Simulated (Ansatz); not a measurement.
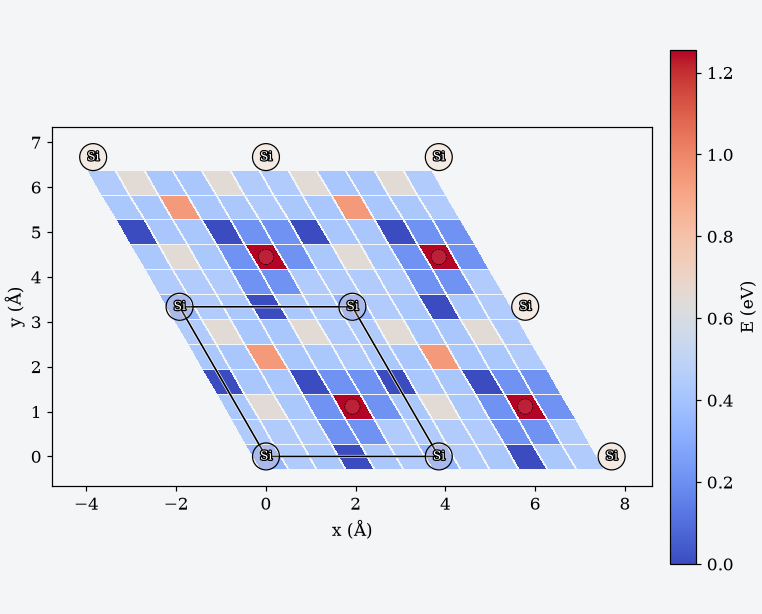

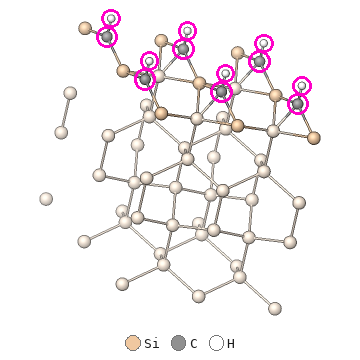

Energy landscape of CH on a Si(001) slab cut from the P6_3/mmc phase, its upper half relaxed before the scan (8 atoms of substrate and one adsorbate in a 1 × 1 cell). CH is moved over the surface cell; relaxed at each place: the height of the adsorbate's atoms; substrate rigid; the origin of the map has the adsorbate above Si8. Places are given modulo a cell vector. The map is drawn in real space over the plane of the surface. Grid: 6 × 6 points; 10 points were computed and 26 follow by symmetry. All energies are given in eV relative to the lowest grid point. Energies and slopes of some neighbouring points disagree (a jump in structure or state, or too coarse a mesh). The magnetic moment jumps between some neighbouring points. With one adsorbate in each 1 × 1 cell, its nearest image is 3.9 Å away, so neighbouring adsorbates interact. Method: DFT PBE, scalar-relativistic, plane waves, PAW (Ansatz 0.2.0). Settings: cutoff 420 eV, k-mesh 9×9×1, gaussian smearing 0.05 eV, spin-polarised.

Drawn: one coloured cell a grid point, labelled circles for the atoms of the top layer and small ones for the second layer, the outline of one cell of the 2 × 2 shown. The second picture is the structure at the lowest point; rings mark the moved atoms.

Q: Where are the lowest and the highest points?

A: The lowest grid point is at a bridge site between two Si atoms, (0/6, 3/6) of the cell vectors. The same energy is found at a bridge site between two Si atoms, (3/6, 0/6) of the cell vectors; a bridge site between two Si atoms, (3/6, 3/6) of the cell vectors. The highest grid point, a threefold hollow over a second-layer Si atom, (4/6, 2/6) of the cell vectors, lies 1.26 eV above the lowest.

The whole map (10 points run) took 51 min on 1 thread of Arm Neoverse V2 (shared host).

PAW datasets: the set soft_1.
